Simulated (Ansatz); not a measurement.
System: EuO, space group Fm-3m (No. 225), 2 atoms in the cell.

```cif
data_structure
_symmetry_space_group_name_H-M 'Fm-3m'
_symmetry_Int_Tables_number 225
_cell_length_a 5.1439
_cell_length_b 5.1439
_cell_length_c 5.1439
_cell_angle_alpha 90.000
_cell_angle_beta 90.000
_cell_angle_gamma 90.000
_cell_volume 136.11
loop_
_atom_site_label
_atom_site_type_symbol
_atom_site_symmetry_multiplicity
_atom_site_Wyckoff_symbol
_atom_site_fract_x
_atom_site_fract_y
_atom_site_fract_z
_atom_site_occupancy
Eu1 Eu 4 b 0.50000 0.00000 0.00000 1
O1 O 4 a 0.00000 0.00000 0.00000 1
```

Level of theory: DFT PBE+U, scalar-relativistic, plane waves, PAW, Ueff = 6 eV on Eu f, spin-polarised, 6×6×6 k mesh, 420 eV cutoff, Gaussian smearing of 0.1 eV; code Ansatz 0.2.0.

How will the Eu f shell be filled?

Counting eigenvalues over 0.6 as filled, Eu has 7 filled f states (f⁷), 7 up and 0 down; the eigenvalues sum to 7.0.

The run may have settled in a state above the lowest, so this need not be the ground state. The k mesh is coarse for this system. Spin-orbit coupling is left out, which matters for Eu. Open shells can settle in several states, and this one need not be the lowest.

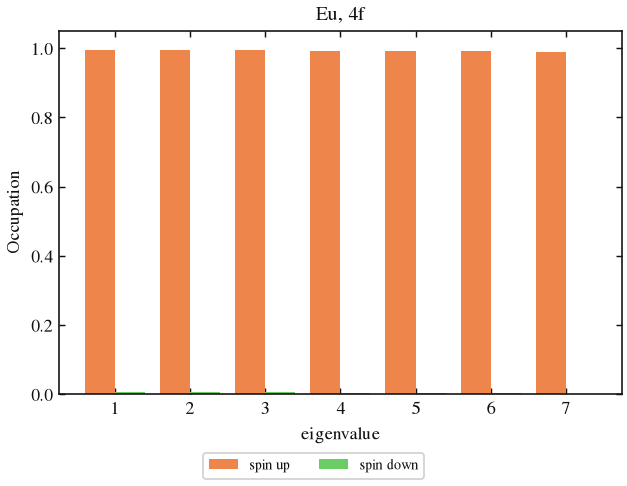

Eigenvalues of the local occupation matrix of the f shell (Löwdin-orthogonalised atomic projectors).
